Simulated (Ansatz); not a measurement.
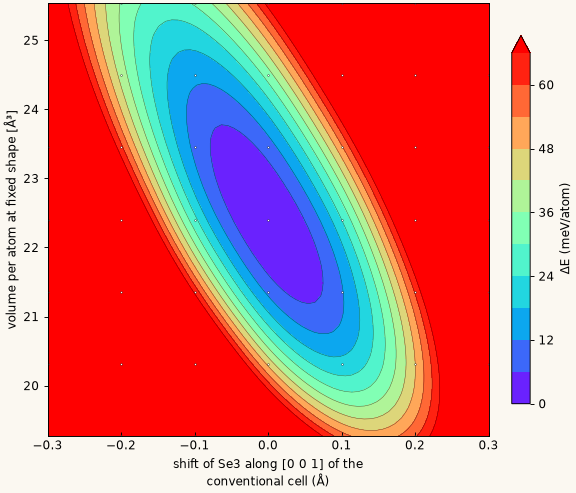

ZnSe (P4/nmm, No. 129; 4 atoms in the cell). The energy is mapped over a free internal coordinate and the cell. The first coordinate is: shift of Se3 along [0 0 1] of the conventional cell, Cartesian (0 0 1), its symmetry partners moved as symmetry demands (measured in the relaxed cell); the second: volume per atom at fixed shape. Nothing is relaxed (all other coordinates fixed). Grid: 7 × 7 points. Points are written as (first, second). All energies are given in meV/atom relative to the lowest grid point. Level of theory: DFT PBEsol, scalar-relativistic, plane waves, PAW (Ansatz 0.2.0). Settings: cutoff 520 eV, k-mesh 8×8×6 in the order of the run's cell vectors, gaussian smearing 0.05 eV, no spin polarisation.

Drawn: filled contours, dots at the grid points, one colour for all values above the top of the scale. Between grid points the surface is interpolated.

Where is the minimum, and how stiff is the well along each coordinate?

The interpolated minimum is at the first coordinate ≈ 0.00 Å, volume per atom at fixed shape ≈ 22.40 Å³. The curvatures there are about 20 eV/Å² and 0.071 eV/(Å³)², with a cross term of about 0.91 eV/(Å·Å³) (per cell of 4 atoms). Round the minimum the valley is strongly tilted: raising the first coordinate shifts the best value of volume per atom at fixed shape downwards (coupling k₁₂/√(k₁₁k₂₂) about 0.8).

PAW datasets: the set soft_1.
